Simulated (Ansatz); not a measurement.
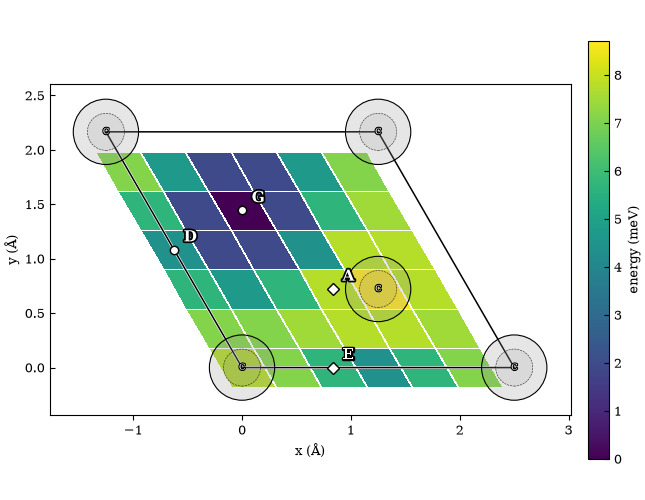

H on a C(001) slab cut from the P6_3/mmc phase, its upper half relaxed before the scan (32 atoms of substrate and one adsorbate in a 2 × 2 cell). H is moved over the surface cell at a fixed height above a rigid substrate; the origin of the map has the adsorbate above C25; the height is held at 2.80 Å. Places are given modulo a cell vector. The map is drawn in real space over the plane of the surface. The scan uses a 6 × 6 grid; 10 points were computed and 26 follow by symmetry. Places are given in fractions of the 1 × 1 surface cell. All energies are given in meV relative to the lowest grid point. At a fixed height the lowest place need not be the adsorption site. Method: DFT PBE+D3(BJ), scalar-relativistic, plane waves, PAW (Ansatz 0.2.0). Settings: cutoff 420 eV, k-mesh 6×6×1, gaussian smearing 0.05 eV, spin-polarised.

The picture shows one coloured cell a grid point, labelled circles for the atoms of the top layer and small ones for the second layer, the outline of one cell of the plane, lettered points.

### Is D the lowest point of the computed grid?

No. D lies 4.4 meV above the lowest grid point, which is at a sixfold hollow, (2/6, 4/6) of the cell vectors.

### What kind of point is each of E, G: minimum, saddle, maximum or slope?

E: on a slope; G: minimum. (In these two coordinates alone; a stationary point may lie a little off the grid point.)

PAW datasets: the set soft_1.
